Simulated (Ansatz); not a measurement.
**Single-point calculation, with input and output: ZnO (part 1 of 2)**

The run: single-point calculation of ZnO (slab, 36 atoms in the cell). Method and program: DFT PBEsol, scalar-relativistic, plane waves, PAW, no spin polarisation (Ansatz 0.2.0).

The structure derives from an entry of the Crystallography Open Database. It belongs to a series of runs on one base structure; here: (2 0 1) slab cut from the bulk. Figures and captions count atoms from 1; the log counts them from 0 in places.

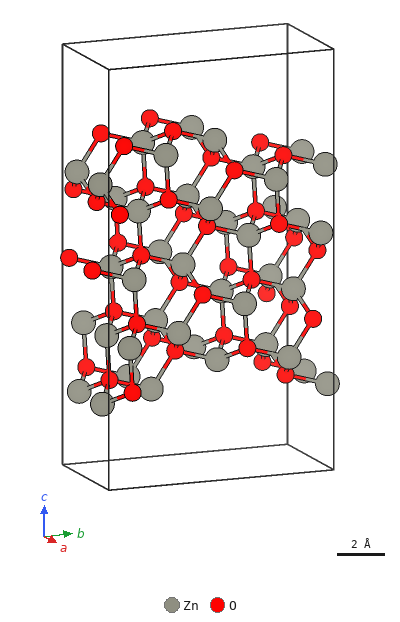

The input geometry (ball-and-stick view of the 2 × 1 repeat of the cell, with the vacuum cut short, seen slightly off an axis). An atom can appear more than once, as a periodic image.

Input file:
```yaml
crystal:
  lattice:
    - [3.2300235054, 0.0, 0.0]
    - [-1.6150117527, 10.7972391836, 0.0]
    - [0.0, 0.0, 26.5441468426]
  atoms:
    - { symbol: Zn, position: [0.5108170502, 0.0216341005, 0.2825481657] }
    - { symbol: Zn, position: [0.1386136862, 0.2772273724, 0.291030187] }
    - { symbol: O, position: [0.4224426054, 0.8448852108, 0.3018327896] }
    - { symbol: O, position: [0.0502392414, 0.1004784828, 0.310314811] }
    - { symbol: Zn, position: [0.2775968662, 0.5551937324, 0.3334402936] }
    - { symbol: Zn, position: [0.9053935022, 0.8107870044, 0.3419223149] }
    - { symbol: O, position: [0.1892224214, 0.3784448428, 0.3527249176] }
    - { symbol: O, position: [0.8170190574, 0.6340381147, 0.3612069389] }
    - { symbol: Zn, position: [0.0443766822, 0.0887533643, 0.3843324215] }
    - { symbol: Zn, position: [0.6721733182, 0.3443466363, 0.3928144428] }
    - { symbol: O, position: [0.9560022373, 0.9120044747, 0.4036170455] }
    - { symbol: O, position: [0.5837988733, 0.1675977467, 0.4120990668] }
    - { symbol: Zn, position: [0.8111564981, 0.6223129963, 0.4352245494] }
    - { symbol: Zn, position: [0.4389531341, 0.8779062683, 0.4437065708] }
    - { symbol: O, position: [0.7227820533, 0.4455641066, 0.4545091734] }
    - { symbol: O, position: [0.3505786893, 0.7011573786, 0.4629911947] }
    - { symbol: Zn, position: [0.5779363141, 0.1558726282, 0.4861166774] }
    - { symbol: Zn, position: [0.2057329501, 0.4114659002, 0.4945986987] }
    - { symbol: O, position: [0.4895618693, 0.9791237386, 0.5054013013] }
    - { symbol: O, position: [0.1173585053, 0.2347170106, 0.5138833226] }
    - { symbol: Zn, position: [0.3447161301, 0.6894322601, 0.5370088053] }
    - { symbol: Zn, position: [0.9725127661, 0.9450255321, 0.5454908266] }
    - { symbol: O, position: [0.2563416853, 0.5126833705, 0.5562934292] }
    - { symbol: O, position: [0.8841383212, 0.7682766425, 0.5647754506] }
    - { symbol: Zn, position: [0.111495946, 0.2229918921, 0.5879009332] }
    - { symbol: Zn, position: [0.739292582, 0.4785851641, 0.5963829545] }
    - { symbol: O, position: [0.0231215012, 0.0462430024, 0.6071855572] }
    - { symbol: O, position: [0.6509181372, 0.3018362744, 0.6156675785] }
    - { symbol: Zn, position: [0.878275762, 0.756551524, 0.6387930611] }
    - { symbol: Zn, position: [0.506072398, 0.012144796, 0.6472750824] }
    - { symbol: O, position: [0.7899013172, 0.5798026344, 0.6580776851] }
    - { symbol: O, position: [0.4176979532, 0.8353959064, 0.6665597064] }
    - { symbol: Zn, position: [0.645055578, 0.2901111559, 0.689685189] }
    - { symbol: Zn, position: [0.272852214, 0.5457044279, 0.6981672104] }
    - { symbol: O, position: [0.5566811332, 0.1133622663, 0.708969813] }
    - { symbol: O, position: [0.1844777692, 0.3689555383, 0.7174518343] }
basis:
  ecutwfc: 420
kpoints:
  mp_grid: { grid: [8, 3, 1] }
hamiltonian:
  xc: pbesol
scf:
  occupations: { method: gaussian, width: 0.05 }
output:
  forces: true
  stress: true
  eigenvalues: true
  write_density: true
  write_potential: true
  elf: true
  volumetric_format: npy
efield:
  axis: 3
  dipole_correction: true
  ramp_width: 0.04
```

Hardware: 4 threads of Intel Xeon @ 2.50GHz (Skylake/Cascade Lake), 189 GiB of memory available, shared host.

Command:
```bash
ansatz run input.yaml --threads 4 --pin off --max-ram 10240MiB --backend cpu --events-out ev --progress --plain --runs-dir out
```

The program's output:
```
Warning: crystal.symmetry: narrowed to the stabiliser of the k-point mesh — unitary ops 2 → 1; excluded 1 operation that carries a point of the 8×3×1 mesh (shift [0, 0, 0]) off the mesh (the run samples exactly the mesh kpoints.mp_grid names, as under crystal.symmetry.detect: false, and its converged state has the mesh's symmetry, not the crystal's; ε∞, the Born charges and the force constants of a linear response (`dielectric:` by the response, `phonons.method: dfpt`) are averaged over those of the crystal's operations that the state keeps within a tolerance, where `mesh_tensors`, `unaveraged_element` or `gamma_mean_max_change_ev_ang2` stands beside them; a row that `dielectric.field_direction` solves alone is averaged likewise, with nothing beside; a Γ-centred mesh of equal divisions is mapped onto itself by every operation and keeps the whole group, as does a half-shifted one under kpoints.further_shifts: images)
Engine: ansatz 0.2.0, x86_64-unknown-linux-gnu
Pseudopotentials: kind: paw
Pseudopotential: Zn, paw, valence charge 12, recommended cutoff 420 eV (normal), Zn.paw.azcp
Pseudopotential: O, paw, valence charge 6, recommended cutoff 420 eV (normal), O.paw.azcp
Functional definition: PBEsol
  exchange = pbesol_x
  correlation = pbesol_c
Crystal: 36 atoms, lattice volume = 925.736 Å³
Basis set: ecut = 420 eV, 18193 PW (Γ), exchange–correlation on 48×150×360 points (8 copies of the dense FFT grid, shifted against one another)
Bands: 198, of which v1, the nominal top of the filled ones, is band 162 counted from 1 (161 counted from 0)
Symmetry: 1 space group operations
k-points: 13 of 24 (time reversal used)
Non-local potential: Zn, projectors of the file, l = 0: 2, l = 1: 2, l = 2: 3, l = 3: 1
Non-local potential: O, projectors of the file, l = 0: 2, l = 1: 2, l = 2: 1
PAW form: soft (Blöchl's): semilocal exchange-correlation on the pseudo side does not see the compensation charge
PAW frozen core: Zn, regenerated for the run's functional, and the local potential with it (the file was generated under x = pbe(κ = 0.804, μ = 0.2195149727645171), c = pbe(β = 0.06672455060314922))
PAW frozen core: O, regenerated for the run's functional, and the local potential with it (the file was generated under x = pbe(κ = 0.804, μ = 0.2195149727645171), c = pbe(β = 0.06672455060314922))
PAW one-centre angular grid: Zn, 590 points (default); XC on 64 Gauss nodes
PAW one-centre angular grid: O, 110 points (default); XC on 64 Gauss nodes
Initial density: superposition of atomic densities (neutral atoms: chi_scale 0, normalization atom), corrected by the library's trained network
Initial wavefunctions: pseudopotential atomic-orbital guess
Functional: x = pbesol(κ = 0.804, μ = 0.12345679012345678), c = pbesol(β = 0.046)
SCF iter   1: F=—  HF=-69148.914881 eV  |F-HF|=—  |Δ(HF+E_count)|=         —  Δρ=1.22e-2  dr2=1.82e0  ethr=1.77e-3  p=-0.444 e·Å  D=-8.67e-2 V/Å  ΔV_dip=2.30 eV  dr2_dipole=2.77e-1  V_vac-E_F(+/−)=6.82/4.52 eV  ⟨swp⟩=7.9  Hψ=12312  notcnv=0  defer=242
efield: sawtooth ramp at fractional position 0.9800 (placed from the atoms, in the widest stretch of the axis that holds none; the zero of the levels goes with the place), width 0.0400; the density the first Hamiltonian is built on has a dipole p = -0.444 e·Å; the dipole correction subtracts the counter field D = -8.67e-2 V/Å, which shifts the + side's vacuum level by +2.30 eV against the − side's; the planar-averaged density in the ramp window peaks in size at 8.9e-6 e/Å³
preconditioner: auto → LDOS  [metal: Δε(μ)=0.046 eV  Ē_g=11.654 eV  σ=0.050 eV  W_gap=0.45  n_scr=180 (ndim 8)  ℏωp=22.0 eV  f_vac=0.507  D(μ)=6.64/eV (n_scr^D=26)  β→1.0]
SCF iter   2: F=—  HF=-69149.353577 eV  |F-HF|=—  |Δ(HF+E_count)|=   4.39e-1  Δρ=2.08e-2  dr2=3.66e0  ethr=5.61e-4  p=-0.647 e·Å  D=-1.26e-1 V/Å  ΔV_dip=3.36 eV  dr2_dipole=1.40e-1  V_vac-E_F(+/−)=7.13/3.78 eV  ⟨swp⟩=3.0  Hψ=5173  notcnv=0  defer=401
SCF iter   3: F=—  HF=-69148.710286 eV  |F-HF|=—  |Δ(HF+E_count)|=   6.43e-1  Δρ=8.69e-3  dr2=5.91e-1  ethr=5.61e-4  p=-0.587 e·Å  D=-1.15e-1 V/Å  ΔV_dip=3.04 eV  dr2_dipole=3.63e-2  V_vac-E_F(+/−)=7.08/4.03 eV  ⟨swp⟩=2.0  Hψ=4880  notcnv=0  defer=400
SCF iter   4: F=—  HF=-69148.759753 eV  |F-HF|=—  |Δ(HF+E_count)|=   4.95e-2  Δρ=8.54e-3  dr2=5.33e0  ethr=1.82e-4  p=-0.643 e·Å  D=-1.26e-1 V/Å  ΔV_dip=3.34 eV  dr2_dipole=2.75e0  V_vac-E_F(+/−)=7.07/3.73 eV  ⟨swp⟩=3.0  Hψ=4508  notcnv=0  defer=394  recentre
SCF iter   5: F=—  HF=-69148.600914 eV  |F-HF|=—  |Δ(HF+E_count)|=   1.59e-1  Δρ=2.96e-3  dr2=2.45e-1  ethr=1.82e-4  p=-0.561 e·Å  D=-1.10e-1 V/Å  ΔV_dip=2.91 eV  dr2_dipole=8.21e-2  V_vac-E_F(+/−)=7.04/4.13 eV  ⟨swp⟩=2.4  Hψ=4850  notcnv=0  defer=393
SCF iter   6: F=—  HF=-69148.599067 eV  |F-HF|=—  |Δ(HF+E_count)|=   1.85e-3  Δρ=2.46e-3  dr2=2.15e-1  ethr=7.56e-5  p=-0.558 e·Å  D=-1.09e-1 V/Å  ΔV_dip=2.90 eV  dr2_dipole=8.67e-2  V_vac-E_F(+/−)=7.06/4.16 eV  ⟨swp⟩=1.5  Hψ=2306  notcnv=0  defer=393
SCF iter   7: F=—  HF=-69148.593068 eV  |F-HF|=—  |Δ(HF+E_count)|=   6.00e-3  Δρ=1.30e-3  dr2=9.13e-2  ethr=6.63e-5  p=-0.577 e·Å  D=-1.13e-1 V/Å  ΔV_dip=2.99 eV  dr2_dipole=5.65e-2  V_vac-E_F(+/−)=7.11/4.12 eV  ⟨swp⟩=1.1  Hψ=2178  notcnv=0  defer=393
SCF iter   8: F=—  HF=-69148.590094 eV  |F-HF|=—  |Δ(HF+E_count)|=   2.97e-3  Δρ=1.05e-3  dr2=6.96e-2  ethr=2.82e-5  p=-0.585 e·Å  D=-1.14e-1 V/Å  ΔV_dip=3.04 eV  dr2_dipole=4.44e-2  V_vac-E_F(+/−)=7.13/4.09 eV  ⟨swp⟩=1.0  Hψ=2177  notcnv=0  defer=393
SCF iter   9: F=—  HF=-69148.588282 eV  |F-HF|=—  |Δ(HF+E_count)|=   1.81e-3  Δρ=9.06e-4  dr2=5.32e-2  ethr=2.15e-5  p=-0.595 e·Å  D=-1.16e-1 V/Å  ΔV_dip=3.09 eV  dr2_dipole=3.34e-2  V_vac-E_F(+/−)=7.14/4.05 eV  ⟨swp⟩=1.0  Hψ=2301  notcnv=0  defer=393
SCF iter  10: F=—  HF=-69148.586656 eV  |F-HF|=—  |Δ(HF+E_count)|=   1.63e-3  Δρ=8.51e-4  dr2=4.22e-2  ethr=1.64e-5  p=-0.602 e·Å  D=-1.18e-1 V/Å  ΔV_dip=3.13 eV  dr2_dipole=2.47e-2  V_vac-E_F(+/−)=7.14/4.02 eV  ⟨swp⟩=1.2  Hψ=2593  notcnv=0  defer=392
SCF iter  11: F=—  HF=-69148.584382 eV  |F-HF|=—  |Δ(HF+E_count)|=   2.27e-3  Δρ=6.48e-4  dr2=1.20e-2  ethr=1.30e-5  p=-0.618 e·Å  D=-1.21e-1 V/Å  ΔV_dip=3.20 eV  dr2_dipole=4.50e-3  V_vac-E_F(+/−)=7.15/3.94 eV  ⟨swp⟩=1.8  Hψ=2372  notcnv=0  defer=392
SCF iter  12: F=—  HF=-69148.584275 eV  |F-HF|=—  |Δ(HF+E_count)|=   1.07e-4  Δρ=4.17e-4  dr2=1.34e-2  ethr=3.70e-6  p=-0.623 e·Å  D=-1.22e-1 V/Å  ΔV_dip=3.23 eV  dr2_dipole=7.17e-3  V_vac-E_F(+/−)=7.15/3.92 eV  ⟨swp⟩=2.0  Hψ=3427  notcnv=0  defer=392
SCF iter  13: F=—  HF=-69148.585320 eV  |F-HF|=—  |Δ(HF+E_count)|=   1.04e-3  Δρ=6.87e-4  dr2=2.60e-2  ethr=3.70e-6  p=-0.610 e·Å  D=-1.19e-1 V/Å  ΔV_dip=3.16 eV  dr2_dipole=1.48e-2  V_vac-E_F(+/−)=7.14/3.97 eV  ⟨swp⟩=1.4  Hψ=2477  notcnv=0  defer=392
SCF iter  14: F=—  HF=-69148.586140 eV  |F-HF|=—  |Δ(HF+E_count)|=   8.20e-4  Δρ=6.32e-4  dr2=2.83e-2  ethr=3.70e-6  p=-0.606 e·Å  D=-1.19e-1 V/Å  ΔV_dip=3.15 eV  dr2_dipole=1.76e-2  V_vac-E_F(+/−)=7.14/3.99 eV  ⟨swp⟩=1.6  Hψ=2561  notcnv=0  defer=392
SCF iter  15: F=—  HF=-69148.584672 eV  |F-HF|=—  |Δ(HF+E_count)|=   1.47e-3  Δρ=4.50e-4  dr2=1.62e-2  ethr=3.70e-6  p=-0.612 e·Å  D=-1.20e-1 V/Å  ΔV_dip=3.18 eV  dr2_dipole=9.94e-3  V_vac-E_F(+/−)=7.14/3.96 eV  ⟨swp⟩=1.2  Hψ=2324  notcnv=0  defer=392
SCF iter  16: F=—  HF=-69148.584157 eV  |F-HF|=—  |Δ(HF+E_count)|=   5.14e-4  Δρ=3.64e-4  dr2=1.37e-2  ethr=3.70e-6  p=-0.621 e·Å  D=-1.21e-1 V/Å  ΔV_dip=3.22 eV  dr2_dipole=9.14e-3  V_vac-E_F(+/−)=7.14/3.92 eV  ⟨swp⟩=1.2  Hψ=2579  notcnv=0  defer=392
SCF iter  17: F=—  HF=-69148.584024 eV  |F-HF|=—  |Δ(HF+E_count)|=   1.34e-4  Δρ=1.25e-4  dr2=2.71e-4  ethr=3.70e-6  p=-0.618 e·Å  D=-1.21e-1 V/Å  ΔV_dip=3.21 eV  dr2_dipole=7.37e-5  V_vac-E_F(+/−)=7.14/3.93 eV  ⟨swp⟩=1.0  Hψ=2364  notcnv=0  defer=392
SCF iter  18: F=—  HF=-69148.584060 eV  |F-HF|=—  |Δ(HF+E_count)|=   3.60e-5  Δρ=1.15e-4  dr2=7.21e-4  ethr=8.36e-8  p=-0.619 e·Å  D=-1.21e-1 V/Å  ΔV_dip=3.21 eV  dr2_dipole=4.54e-4  V_vac-E_F(+/−)=7.14/3.93 eV  ⟨swp⟩=2.0  Hψ=4103  notcnv=0  defer=392
SCF iter  19: F=—  HF=-69148.584100 eV  |F-HF|=—  |Δ(HF+E_count)|=   3.97e-5  Δρ=1.52e-4  dr2=2.24e-3  ethr=8.36e-8  p=-0.619 e·Å  D=-1.21e-1 V/Å  ΔV_dip=3.21 eV  dr2_dipole=1.49e-3  V_vac-E_F(+/−)=7.14/3.92 eV  ⟨swp⟩=1.9  Hψ=2216  notcnv=0  defer=392  recentre
SCF iter  20: F=—  HF=-69148.584076 eV  |F-HF|=—  |Δ(HF+E_count)|=   2.39e-5  Δρ=5.58e-5  dr2=1.17e-4  ethr=8.36e-8  p=-0.618 e·Å  D=-1.21e-1 V/Å  ΔV_dip=3.21 eV  dr2_dipole=6.77e-5  V_vac-E_F(+/−)=7.14/3.93 eV  ⟨swp⟩=1.0  Hψ=2181  notcnv=0  defer=392
SCF iter  21: F=—  HF=-69148.584074 eV  |F-HF|=—  |Δ(HF+E_count)|=   1.84e-6  Δρ=3.25e-5  dr2=4.96e-5  ethr=3.60e-8  p=-0.618 e·Å  D=-1.21e-1 V/Å  ΔV_dip=3.21 eV  dr2_dipole=2.60e-5  V_vac-E_F(+/−)=7.14/3.93 eV  ⟨swp⟩=1.0  Hψ=2242  notcnv=0  defer=392
SCF iter  22: F=—  HF=-69148.584022 eV  |F-HF|=—  |Δ(HF+E_count)|=   5.13e-5  Δρ=2.57e-5  dr2=8.70e-6  ethr=1.53e-8  p=-0.618 e·Å  D=-1.21e-1 V/Å  ΔV_dip=3.21 eV  dr2_dipole=1.39e-6  V_vac-E_F(+/−)=7.14/3.93 eV  ⟨swp⟩=1.1  Hψ=2211  notcnv=0  defer=392
SCF iter  23: F=—  HF=-69148.584024 eV  |F-HF|=—  |Δ(HF+E_count)|=   1.06e-6  Δρ=1.94e-5  dr2=4.45e-6  ethr=2.69e-9  p=-0.618 e·Å  D=-1.21e-1 V/Å  ΔV_dip=3.21 eV  dr2_dipole=1.86e-7  V_vac-E_F(+/−)=7.14/3.93 eV  ⟨swp⟩=1.8  Hψ=2880  notcnv=0  defer=392
SCF iter  24: F=—  HF=-69148.584025 eV  |F-HF|=—  |Δ(HF+E_count)|=   1.48e-6  Δρ=1.39e-5  dr2=3.15e-6  ethr=1.37e-9  p=-0.618 e·Å  D=-1.21e-1 V/Å  ΔV_dip=3.21 eV  dr2_dipole=6.19e-7  V_vac-E_F(+/−)=7.14/3.93 eV  ⟨swp⟩=2.2  Hψ=2945  notcnv=0  defer=392
SCF iter  25: F=—  HF=-69148.584026 eV  |F-HF|=—  |Δ(HF+E_count)|=   6.93e-7  Δρ=9.00e-6  dr2=1.47e-6  ethr=9.72e-10  p=-0.618 e·Å  D=-1.21e-1 V/Å  ΔV_dip=3.21 eV  dr2_dipole=3.04e-7  V_vac-E_F(+/−)=7.14/3.93 eV  ⟨swp⟩=2.0  Hψ=2524  notcnv=0  defer=392
SCF iter  26: F=—  HF=-69148.584026 eV  |F-HF|=—  |Δ(HF+E_count)|=   2.54e-7  Δρ=6.01e-6  dr2=5.50e-7  ethr=4.52e-10  p=-0.618 e·Å  D=-1.21e-1 V/Å  ΔV_dip=3.21 eV  dr2_dipole=1.14e-9  V_vac-E_F(+/−)=7.14/3.93 eV  ⟨swp⟩=2.0  Hψ=2487  notcnv=0  defer=392
SCF iter  27: F=—  HF=-69148.584026 eV  |F-HF|=—  |Δ(HF+E_count)|=   2.42e-7  Δρ=5.04e-6  dr2=3.81e-7  ethr=1.70e-10  p=-0.618 e·Å  D=-1.21e-1 V/Å  ΔV_dip=3.21 eV  dr2_dipole=1.10e-9  V_vac-E_F(+/−)=7.14/3.93 eV  ⟨swp⟩=2.0  Hψ=2789  notcnv=0  defer=392
SCF iter  28: F=—  HF=-69148.584026 eV  |F-HF|=—  |Δ(HF+E_count)|=   1.46e-7  Δρ=3.82e-6  dr2=2.29e-7  ethr=1.18e-10  p=-0.618 e·Å  D=-1.21e-1 V/Å  ΔV_dip=3.21 eV  dr2_dipole=1.12e-8  V_vac-E_F(+/−)=7.14/3.93 eV  ⟨swp⟩=2.0  Hψ=4054  notcnv=0  defer=392
SCF iter  29: F=-69148.584027 eV  HF=-69148.584027 eV  |F-HF|=2.62e-7  |Δ(HF+E_count)|=   1.97e-7  Δρ=2.23e-6  dr2=7.01e-8  ethr=3.09e-11  p=-0.618 e·Å  D=-1.21e-1 V/Å  ΔV_dip=3.21 eV  dr2_dipole=1.82e-9  V_vac-E_F(+/−)=7.14/3.93 eV  ⟨swp⟩=23.1  Hψ=26659  notcnv=0
SCF 1 converged in 29 iterations: F = -69148.584027 eV  dr2 = 7.01e-8
  greatest PAW one-centre occupation: 0.988 electrons in one spin orbital (limit 2), on the Zn atom at site 0 (counted from 0), in its partial waves of l = 2
```

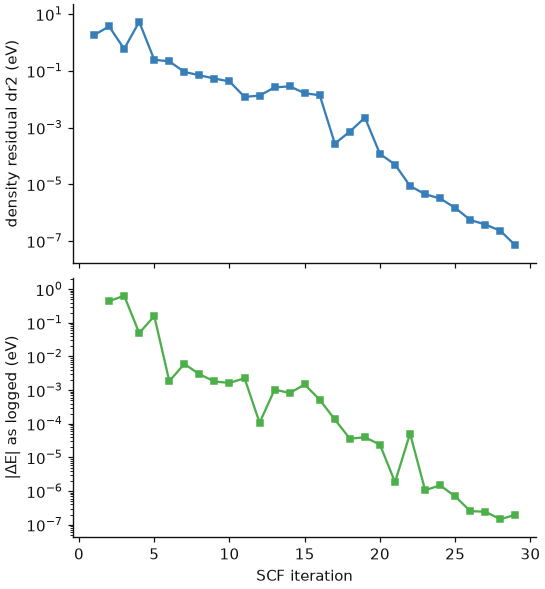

Convergence of the self-consistent field: density residual dr2 and size of the energy change against the SCF iteration. The residual falls unevenly and jumps up by a factor of two or more 4 times on the way down.

```
WARN: The output density's exchange-correlation potential varies sharply where the density is thin. Do not read a vacuum level from v_tot or v_xc, or from such a field of the output density. On a cell that repeats whose density bears no net charge and no dipole along the vacuum's axis use v_es (v_loc + v_h of the components); under efield.dipole_correction with no amplitude use v_es + v_field, which holds any external_charges[].barrier, or the levels of the report's work_function block, which leave it out; under a non-zero efield.amplitude the vacuum is tilted and has no level; on a cell that repeats and bears such a dipole with no correction it is tilted too, and efield.dipole_correction with no amplitude gives each side of its ramp a level where efield: is served; in a cell that repeats whose density bears a net charge (total_charge, or a fill off its count) it is curved and has none; of a slab under crystal.periodic whose density bears no net charge use v_es, which has a level on each side, short of where the two are joined; of another it falls or rises all the way out and has none; of a slab beside external_charges read slab_vacuum_level instead, which it has where they leave it neutral. The grid or the basis barely resolves most such structure, and the values can differ between equally converged runs; as a rule a tighter scf.convergence.dr2_threshold does not remove it. Where the density itself ripples (under the LDA too) a higher basis.ecutwfc lessens it. The files hold the spikes' plane waves up to the density's cutoff. Files: v_tot_of_output_density and the like, and their columns of v_z.tsv (output.write_potential); v_xc_of_output_density and the like, and their columns of v_comp_z.tsv (output.write_potential_components). Measured: with its Gaussian average of σ = 0.25 Å subtracted twice, the exchange-correlation potential is over 0.1 eV at 318 of the grid points where the equally averaged density (valence and model cores) is under 1e-3 e/Å³, and 0.310 eV at the most among them, at an averaged density of 7.5e-7 e/Å³. The input density's (outcome.potential() and, of a run that writes arrays, v_tot and v_xc) is over 0.1 eV, so measured, at 1032 points of its own thin density, 0.204 eV at the most. See output.write_potential in the manual, Limitations
SCF converged after 29 iterations
Free energy (F): -69148.584027 eV
Harris-Foulkes:  -69148.584027 eV  (|F-HF|=2.62e-7)
Internal energy: -69148.562952 eV  (E = F + TS)
E sigma→0 (E₀):  -69148.573489 eV
Entropy (-TS):   -0.021075 eV (-0.585 meV/atom)
Fermi energy:    0.647776 eV
Dipole field:    D = -0.120799 V/Å  (p = -0.618001 e·Å, saw-weighted, corrected)
Work function:   Φ+ = 7.1367 eV   Φ− = 3.9302 eV
Levels:          The Fermi level and band energies are counted from a zero that moves with the ramp; work functions are not
--- Per-component energies (eV) ---
  E_band       = -1798.341371
  E_kinetic    = 5476.302704
  E_local      = -391252.740463  (includes V_loc(G=0)·N_el)
  E_nonlocal   = 12027.795764
  E_hartree    = 191208.944508
  E_xc         = -3726.786049
  E_vxc        = -2594.045990  (∫ρ·V_xc dr)
  E_paw        = -35036.057041  (= ΣΔE_a)
  E_vpaw       = -7870.286952  (= ΣTr[D̂ρ^β])
  E_aug_tail   = 0.037567  (compensation charges beyond the density's cutoff)
  E_efield     = 0.037327  (sawtooth field / dipole correction)
  E_vefield    = -3.264505  (∫n·V_field dr)
  E_ewald      = 152138.915160
  E_core_change = 14.987571  (= ΣΔE_core)
  E_smearing   = -0.021075  (= −TS)
  E_closure    = 0.000000  (closes the sum)
  Σ components = -69148.584027   (vs F -69148.584027, Δ=0.00e0)
```
